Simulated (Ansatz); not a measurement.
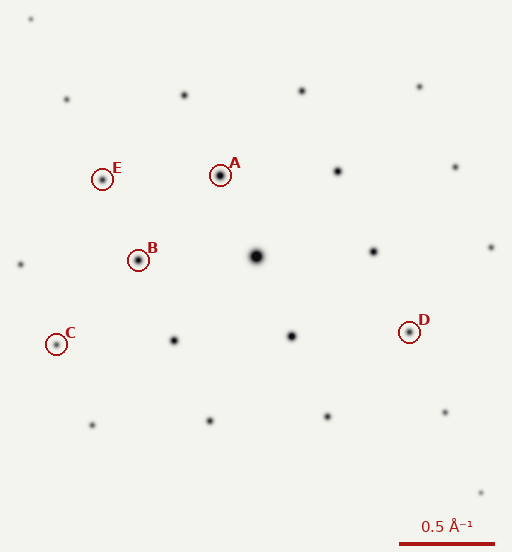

Computed electron diffraction pattern, 200 kV, single scattering only, B = 0.5 Å². The zone axis points towards the electron source and the pattern is seen from the source side.

Cu, space group P6/mmm (No. 191), a = 2.489 Å, c = 2.425 Å (hexagonal axes). Structure: the end point of a relaxation with DFT PBE, scalar-relativistic, plane waves, PAW in Ansatz 0.2.0; the starting structure was generated, so it need not be a known form of this composition.

Spot A is indexed 0 -1 0 and spot B 1 -1 -1.

> What are the indices of the remaining marked spots?

C = −A + 2B = 2 -1 -2 (d = 0.869 Å). D = −A − B = -1 2 1 (d = 1.107 Å). E = A + B = 1 -2 -1 (d = 1.107 Å).

> Give [uvw].

The cross product of A and B is parallel to [101]; every spot obeys hu + kv + lw = 0.
